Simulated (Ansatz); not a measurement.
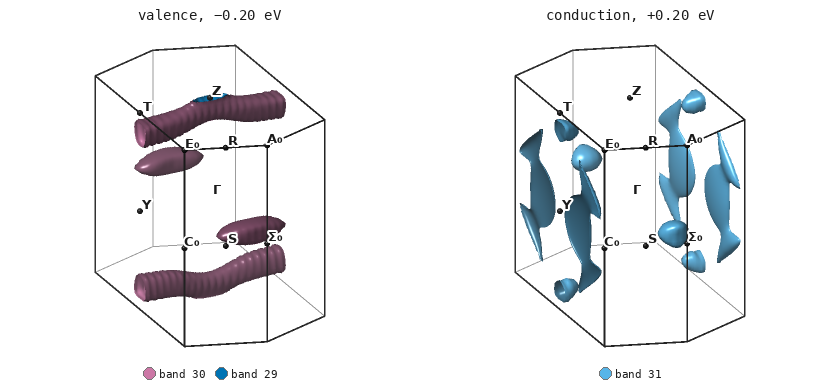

PbSe (Cmcm): constant-energy surfaces at both band edges (energies from each edge).

All numbers here come from DFT PBEsol, scalar-relativistic, plane waves, PAW; levels and slopes on a dense k mesh at the converged density (Ansatz). No spin polarisation. k mesh for the levels: 20×20×18. Unrelaxed database geometry. The cell comes from a database of computed structures, not from a measurement.

Masses come from a second pass at points close to the extrema; at the energies drawn a band may no longer be parabolic.

Q: Is the gap direct or indirect, and how large does the calculation make it?

A: The gap is indirect, 0.77 eV at this level of theory (semilocal functionals give gaps that are too small, and can reorder valleys that lie close). It is nearly direct: the smallest vertical gap, on the T–Y line, is only 0.81 eV, so the kind of gap isn't settled at this level. Another valley lies within 0.05 eV of an edge, so the kind of gap can change with the cell or the functional.

Q: Give the valleys and their effective masses.

A: Valence band (extrema up to 0.20 eV from the edge): two equivalent maxima on the T–Y line, principal masses 0.10, 0.13 and 2.34 mₑ; two equivalent maxima on the Σ₀–Γ line, 0.03 eV below the edge, principal masses 0.12, 0.12 and 1.14 mₑ. Band 30 forms the valence edge; band 29 begins 0.15 eV lower (at Z). The surfaces also take in Z, where this band lies 0.15 eV below its edge.
Conduction band (extrema up to 0.20 eV from the edge): two equivalent minima on the Σ₀–Γ line, principal masses 0.11, 0.11 and 0.19 mₑ; two equivalent minima on the T–Y line, 0.03 eV above the edge, principal masses 0.10, 0.12 and 0.85 mₑ; two equivalent minima on the Y–C₀ line, 0.10 eV above the edge, principal masses 0.085, 0.78 and 1.54 mₑ; four equivalent minima away from the named points and lines, 0.13 eV above the edge, principal masses 0.10, 0.19 and 1.89 mₑ. Band 31 forms the conduction edge. Another band lies within 0.06 eV there, so the masses may hold only close to the extrema.

Where one band's surface lies inside another's, the outer one hides all or part of it.

Spin-orbit coupling, left out here, can change the gap, its kind, the place of the band edges and the masses, since the compound holds Pb and Se.

Time for the whole run: 4.9 min on 1 thread of Intel(R) Xeon(R) Platinum 8259CL CPU @ 2.50GHz (Skylake/Cascade Lake), with other jobs on the host, peak memory 2.1 GiB.
